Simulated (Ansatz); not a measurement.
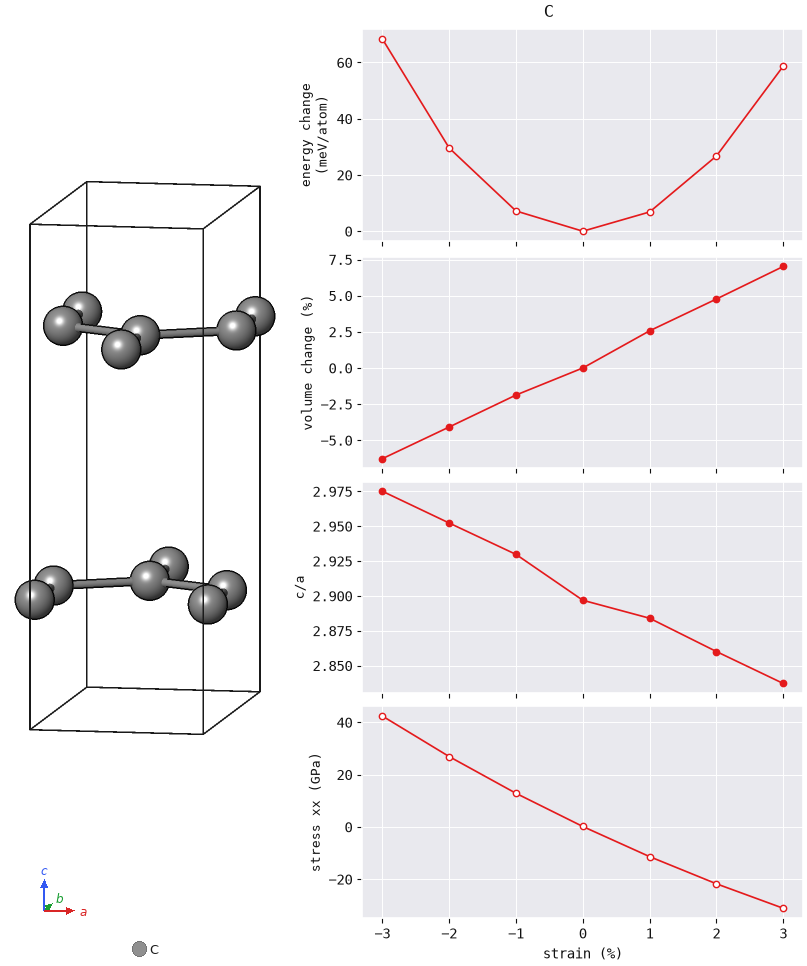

Computed with Ansatz 0.2.0: energy, stress and cell of a relaxed crystal along a series of strains, atoms and what the cell freedom names relaxed within the symmetry; stress is positive in compression; plane waves with PAW datasets, Γ-centred k mesh; energies extrapolated to zero smearing. Level: r2SCAN, no spin polarisation.

wave cutoff 500 eV; k mesh 14×8×6; occupations Gaussian; smearing width 0.1 eV; strain kind biaxial in the ab plane; cell freedom length and tilt of c free.

Cell as given: a = 2.456 Å, b = 4.253 Å, c = 7.116 Å, α = 90.00°, β = 90.00°, γ = 90.00°; 8 atoms.

Figure. Energy change, volume change, c/a and stress xx against strain for C, space group Fmmm (No. 69). The cell is drawn beside the plot.

The energy rises on both sides of the starting structure, which is therefore a minimum along this path. The energy change is 68.35 meV/atom at strain −3 % and 58.70 meV/atom at 3 %; the lowest computed point is at strain 0 % (0.00 meV/atom). The volume change rises from −6.27 % at strain −3 % to 7.02 % at 3 %. The c/a falls from 2.9751 at strain −3 % to 2.8372 at 3 %. The stress xx falls from 42.40 GPa at strain −3 % to −31.12 GPa at 3 %, and changes sign near 0 %.

Limits of the calculation: a crossing between the sampled k points may be missed; bands touch, and spin-orbit coupling could open a gap; given cell holds a small stress on this mesh; structure snapped to symmetry.
